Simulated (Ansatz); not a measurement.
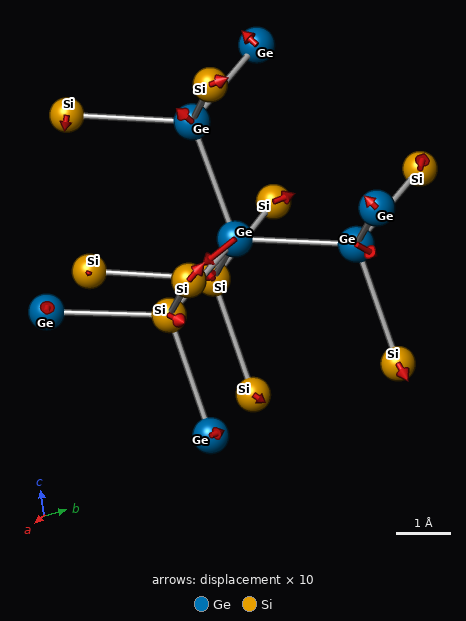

This is a relaxation of solid Ge₃₂Si₉₆ (a generated structure, set up in P1). The starting structure is drawn; red arrows show the displacements, 10 times their true length.

A ball-and-stick model of the atoms within 4.2 Å of the atom that moves most (axes of the cell of the calculation), seen slightly off an axis.

All numbers below come from DFT, PBEsol, PAW, plane waves (Ansatz). Set-up: plane-wave cutoff 420 eV; k-point mesh 1 × 1 × 1; mesh shifted by (0.5, 0.5, 0.5); no spin polarisation; cell relaxed at fixed shape; force threshold 0.03 eV/Å; at most 80 steps.

Q: What did the optimiser do to the structure, and how much energy did it gain?

A: The energy falls by 12.3 meV per atom in 3 geometry steps. Largest force component: 1.2 eV/Å at the start, 0.026 eV/Å at the end. Pressure: −0.25 GPa at the start and −0.01 GPa at the end. The largest moves relative to the cell, 0.090 Å, are those of Ge and Si atoms. Largest moves by element: Ge 0.090 Å, Si 0.090 Å. Cell: a = b = c 15.538 → 15.517 Å (−0.1 %). Volume −0.4 %. Some distances before and after: Ge–Ge 2.331 → 2.427 Å, Ge–Ge 2.362 → 2.428 Å, Ge–Ge 2.388 → 2.438 Å, Ge–Si 2.438 → 2.392 Å. Among the angles between lasting bonds that change: Ge–Si–Ge 112.5° → 107.6°, Si–Ge–Si 107.1° → 111.9°, Ge–Ge–Si 111.3° → 108.0°. The space group stays P1 (No. 1).
